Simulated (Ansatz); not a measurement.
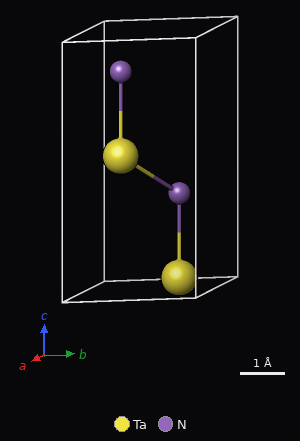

Phonons of solid TaN, space group P6₃mc (No. 186), at the zone centre. The picture is a ball-and-stick view of the cell of the calculation, seen slightly off an axis.

Computed with DFT PBE, scalar-relativistic, plane waves, PAW in Ansatz 0.2.0. Set-up: plane-wave cutoff 420 eV; k-point mesh 18 × 18 × 8; occupations fermi dirac; smearing width 0.15 eV; no spin polarisation.

The frequencies depend somewhat on the k-mesh and the smearing.

Which optical modes does it have, at what frequencies, and is it stable there?

The calculation's cell holds 4 atoms, so there are 9 optical modes, in 6 levels. The optical modes span 2E₂ + 2B₁ + E₁ + A₁. No level is unstable.

```json
{"level": "1", "symmetry": "E₂", "frequency (cm⁻¹)": "85", "activity": "Raman-active"}
{"level": "2", "symmetry": "B₁", "frequency (cm⁻¹)": "169", "activity": "silent"}
{"level": "3", "symmetry": "E₂", "frequency (cm⁻¹)": "352", "activity": "Raman-active"}
{"level": "4", "symmetry": "E₁", "frequency (cm⁻¹)": "468", "activity": "infrared- and Raman-active"}
{"level": "5", "symmetry": "B₁", "frequency (cm⁻¹)": "558", "activity": "silent"}
{"level": "6", "symmetry": "A₁", "frequency (cm⁻¹)": "637", "activity": "infrared- and Raman-active"}
```

The crystal is a metal, so free carriers screen the infrared response.

The displacement patterns (one member of each degenerate set):

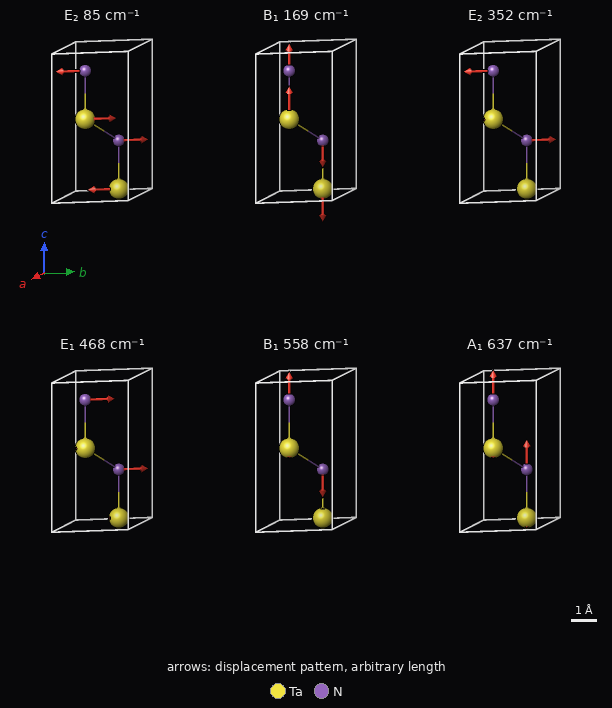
